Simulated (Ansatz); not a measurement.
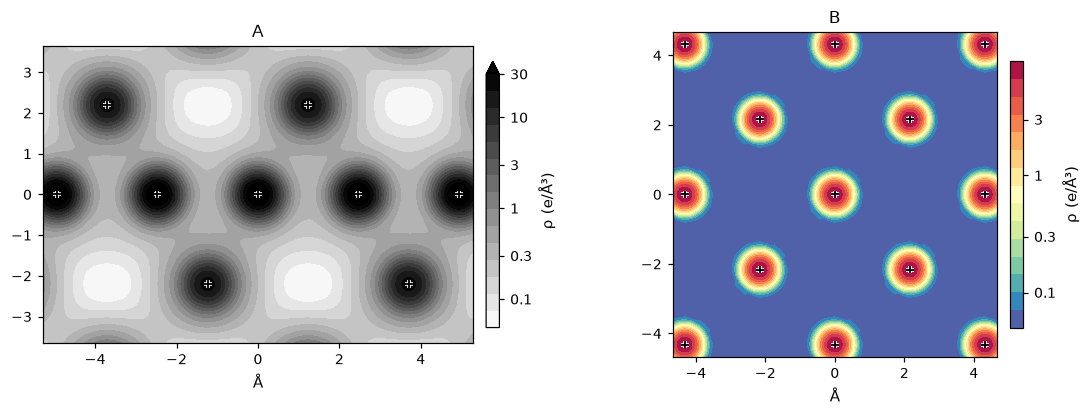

The valence electron density of 2 systems, each on a plane through atoms (crosses mark nuclei in the plane).

These are results of Ansatz 0.2.0, DFT PBE, scalar-relativistic, plane waves, PAW, not measurements.

System 1: Li, the (010) plane of the conventional cell. Space group Fm-3m; computed without spin polarisation.

```
CELL_PARAMETERS angstrom
4.31970 0.00000 0.00000
0.00000 4.31970 0.00000
0.00000 0.00000 4.31970
ATOMIC_POSITIONS crystal
Li 0.00000 0.00000 0.00000
Li 0.50000 0.50000 0.00000
Li 0.50000 0.00000 0.50000
Li 0.00000 0.50000 0.50000
```

System 2: NiSb, the (110) plane of the conventional cell. Space group P6₃/mmc; computed pressure about 20 GPa in this cell; computed without spin polarisation.

```yaml
crystal:
  lattice:
    - [3.80852, 0.00000, 0.00000]
    - [-1.90426, 3.29827, 0.00000]
    - [0.00000, 0.00000, 4.93805]
  atoms:
    - { symbol: Ni, position: [0.00000, 0.00000, 0.00000] }
    - { symbol: Ni, position: [0.00000, 0.00000, 0.50000] }
    - { symbol: Sb, position: [0.33333, 0.66667, 0.25000] }
    - { symbol: Sb, position: [0.66667, 0.33333, 0.75000] }
```

Q: Which map belongs to which system?

A: Panel A is system 2, NiSb: the plane holds Ni and Sb. Ni–Ni (2.47 Å): the density is about 0.36 e/Å³ at the midpoint. Panel B is system 1, Li: the plane holds Li. Li–Li (3.05 Å): ρ is about 0.06 e/Å³ halfway.
